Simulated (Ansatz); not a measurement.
# Single-point calculation, with input and output: FeCo (part 2 of 2)

FeCo (4 atoms in the cell); DFT r2SCAN, scalar-relativistic, plane waves, PAW, spin-polarised (Ansatz 0.2.0); cutoff 500 eV, 12×12×6 k-mesh, Gaussian smearing of 0.05 eV, collinear spins. The structure derives from an entry of the Crystallography Open Database. It belongs to a series of runs on one base structure; here: antiferromagnetic, doubled cell, propagation vector (0, 0, 1/2).

Geometry of the input (Å; fractional positions):
```
2.8379  0.0000  0.0000
0.0000  2.8379  0.0000
0.0000  0.0000  5.6759
Fe 0.5000  0.5000  0.2500
Co 0.0000  0.0000  0.0000
Fe 0.5000  0.5000  0.7500
Co 0.0000  0.0000  0.5000
```

Output, continued
```
Entropy (-TS):   -0.003251 eV (-0.813 meV/atom)
Fermi energy:    18.531976 eV
--- Per-component energies (eV) ---
  E_band       = -1046.870958
  E_kinetic    = 1601.094427
  E_local      = -9967.153306  (includes V_loc(G=0)·N_el)
  E_nonlocal   = 1360.648389
  E_hartree    = 4178.687359
  E_xc         = -540.681155
  E_vxc        = -794.380982  (∫ρ·V_xc dr)
  E_paw        = -5806.079947  (= ΣΔE_a)
  E_vpaw       = -1657.944092  (= ΣTr[D̂ρ^β])
  E_aug_tail   = 0.000616  (compensation charges beyond the density's cutoff)
  E_vtau       = 53.496257  (kinetic-family band-sum trace: ∫τ·v_τ [+ j·A + Jᵃ·Aᵃ] dr)
  E_ewald      = -10059.589637
  E_core_change = -1.169362  (= ΣΔE_core)
  E_smearing   = -0.003251  (= −TS)
  E_closure    = 0.000000  (closes the sum)
  Σ components = -19234.245867   (vs F -19234.245867, Δ=0.00e0)
--- Forces (eV/Å), atoms counted from 1 ---
  atom   1  Fe     0.00000000     0.00000000    -1.03773517
  atom   2  Co    -0.00000000     0.00000000     1.03775091
  atom   3  Fe     0.00000000     0.00000000    -1.03773440
  atom   4  Co    -0.00000000     0.00000000     1.03775179
  max |Σ_I F_I| component: 3.31e-5 eV/Å
--- Stress (GPa, compression-positive) ---
        4.100438       0.000000       0.000000
        0.000000       4.100438       0.000000
        0.000000       0.000000      -4.616502
  P = ⅓ Tr σ = 1.1948 GPa (11.948 kbar)
--- Band table (eV; the first three rows and the last of 224) ---
  k-point 0 ↑: bands = ["-81.4561", "-79.1240", "-74.8809", "-70.2275", "-43.3720", "-43.2025", "-43.2025", "-41.0390", "-40.9516", "-40.9516", "-39.5693", "-39.5068", "-39.5068", "-34.9771", "-34.8842", "-34.8842", "8.7303", "12.4484", "12.8498", "12.9098", "13.7213", "14.7780", "14.7990", "14.7990", "15.0867", "16.1433", "16.1433", "16.4687", "16.5273", "16.7061", "17.1545", "17.1545", "17.7608", "18.9916", "19.2200", "19.3402", "19.3402", "19.7591", "20.4848", "27.8805", "27.8833", "27.8833", "33.8737", "33.9980", "35.2260"]
  k-point 1 ↑: bands = ["-81.4561", "-79.1240", "-74.8809", "-70.2275", "-43.3720", "-43.2025", "-43.2025", "-41.0390", "-40.9516", "-40.9516", "-39.5692", "-39.5068", "-39.5068", "-34.9772", "-34.8842", "-34.8842", "8.8795", "11.9244", "12.8173", "12.8717", "14.0446", "14.7068", "14.7940", "14.7940", "15.0925", "16.1629", "16.1629", "16.5928", "16.6328", "16.6812", "17.1762", "17.1762", "17.7854", "18.9768", "19.2621", "19.2621", "19.3494", "19.7535", "20.6710", "26.9357", "28.1732", "28.1732", "33.4477", "33.4477", "33.8856"]
  k-point 2 ↑: bands = ["-81.4561", "-79.1240", "-74.8809", "-70.2275", "-43.3719", "-43.2025", "-43.2025", "-41.0391", "-40.9516", "-40.9516", "-39.5691", "-39.5068", "-39.5068", "-34.9773", "-34.8842", "-34.8842", "9.3184", "10.9449", "12.8349", "12.9189", "14.2887", "14.5712", "14.7846", "14.7846", "15.1045", "16.2008", "16.2008", "16.6338", "16.7150", "16.9011", "17.2275", "17.2275", "17.8323", "18.9459", "19.1020", "19.1020", "19.5617", "19.7422", "21.4485", "25.0568", "28.9869", "28.9869", "31.7218", "31.7218", "33.9133"]
  k-point 111 ↓: bands = ["-81.4501", "-79.1171", "-74.8713", "-70.2155", "-43.3635", "-43.2410", "-43.2410", "-41.0270", "-40.9972", "-40.9972", "-39.5620", "-39.5582", "-39.5582", "-34.9637", "-34.9523", "-34.9523", "12.9155", "13.4654", "13.7168", "13.7168", "14.3507", "14.4412", "15.0491", "15.0491", "15.6180", "15.7877", "15.7877", "16.1838", "16.3965", "16.6075", "16.7411", "16.7411", "19.4880", "19.7803", "19.9692", "20.6671", "21.6072", "21.6072", "22.5962", "22.5962", "25.0759", "25.3392", "26.3278", "26.3547", "32.0665"]
--- Löwdin populations: 4 sites ---
  site symbol       q [e]    m [muB]
     0     Fe     15.6303     3.1488
     1     Co     16.8167     1.4476
     2     Fe     15.6303    -3.1488
     3     Co     16.8167    -1.4476
  spilling = 0.016757 (of n_electrons = 66.000000)
```

File populations.tsv
```
# site	symbol	l	j	q_up	q_dn
# orbitals = lowdin
# n_electrons = 66.000000
# spilling = 0.016757
0	Fe	0_3S	-	0.993623	0.993881
0	Fe	0_4S	-	0.535401	0.480604
0	Fe	1_3P	-	2.998611	2.998739
0	Fe	2_3D	-	4.861913	1.767512
1	Co	0_3S	-	0.993611	0.993778
1	Co	0_4S	-	0.511486	0.490724
1	Co	1_3P	-	2.998627	2.998583
1	Co	2_3D	-	4.628435	3.201497
2	Fe	0_3S	-	0.993881	0.993623
2	Fe	0_4S	-	0.480604	0.535401
2	Fe	1_3P	-	2.998739	2.998611
2	Fe	2_3D	-	1.767513	4.861913
3	Co	0_3S	-	0.993778	0.993611
3	Co	0_4S	-	0.490724	0.511486
3	Co	1_3P	-	2.998583	2.998627
3	Co	2_3D	-	3.201497	4.628435
```

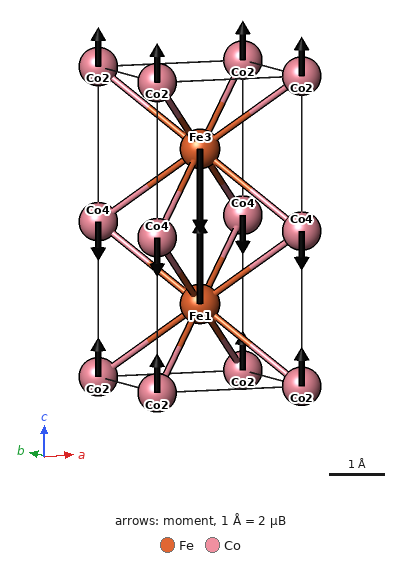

*Magnetic moments of the sites as black arrows (ball-and-stick view of the cell of the calculation, seen slightly off an axis; atoms are numbered from 1 in the order of the input); small moments hardly show. The run is collinear, so the axis drawn is arbitrary.*

Site moments: Fe1 (3.10 μB); Fe3 (−3.10 μB); Co4 (−1.45 μB); Co2 (1.45 μB). They are counted near the atoms and needn't add up to the moment of the cell.

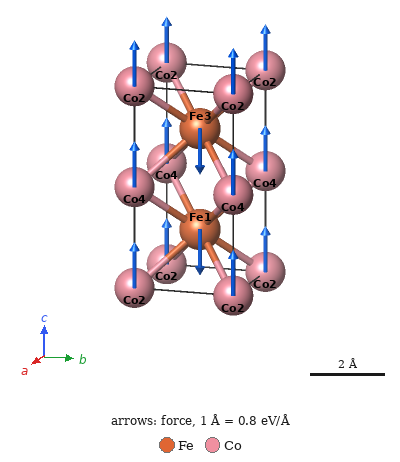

*Forces on the atoms as blue arrows (ball-and-stick view of the cell of the calculation, seen slightly off an axis; atoms are numbered from 1 in the order of the input).*

The largest act on Co2, Co4 (1.04 eV/Å); Fe1, Fe3 (1.04 eV/Å). The geometry is not a stationary point of this energy.

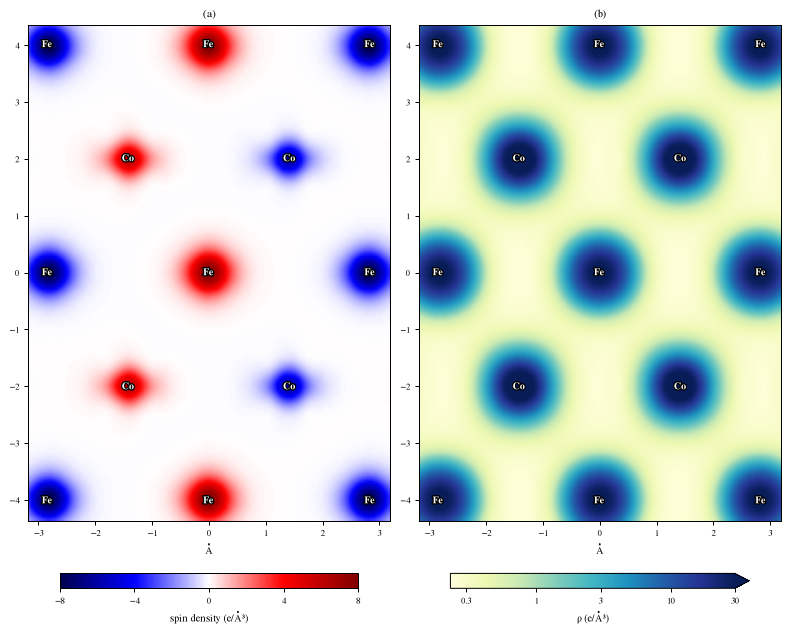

*(a) spin density; (b) valence electron density on the (11̄0) plane of the conventional cell of the magnetic structure.*

Fe–Co (2.46 Å): ρ is about 0.36 e/Å³ halfway. Away from the nuclei the density in this plane falls to 0.23 e/Å³ at its lowest. The cell of the calculation (4 atoms) carries 0.0 μB net. The fields are those of the smooth PAW valence density.

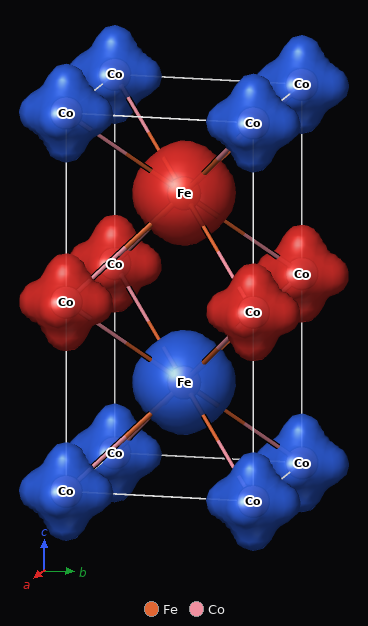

*Isosurfaces of the magnetisation density (up minus down) at +0.4 (blue) and −0.4 e/Å³ (red), seen slightly off an axis. Sticks mark near contacts. The outline is the cell set on symmetry axes of the magnetic structure.*

The cell of the calculation (4 atoms) carries 0.0 μB net.

Summary

```csv
quantity,value
outcome,converged
space group (tolerance 0.01 Å),Pm-3m (221)
electrons treated,66
free energy,−19234.2459 eV
Fermi energy,18.532 eV
gap on the k-point mesh,none (metallic)
net moment of the cell,0.00 μB
integrated absolute moment,9.53 μB
pressure,1.19 GPa
largest force (length of the vector),1.038 eV/Å
hardware,"4 threads of Arm Neoverse V2, 24 GiB of memory available, shared host"
wall time,56 s (CPU time 3.7 min)
peak memory,0.81 GiB
```

The electronic state found may not be the lowest one. The program warns: another magnetic order may lie lower; the state was not tested for a lower one.
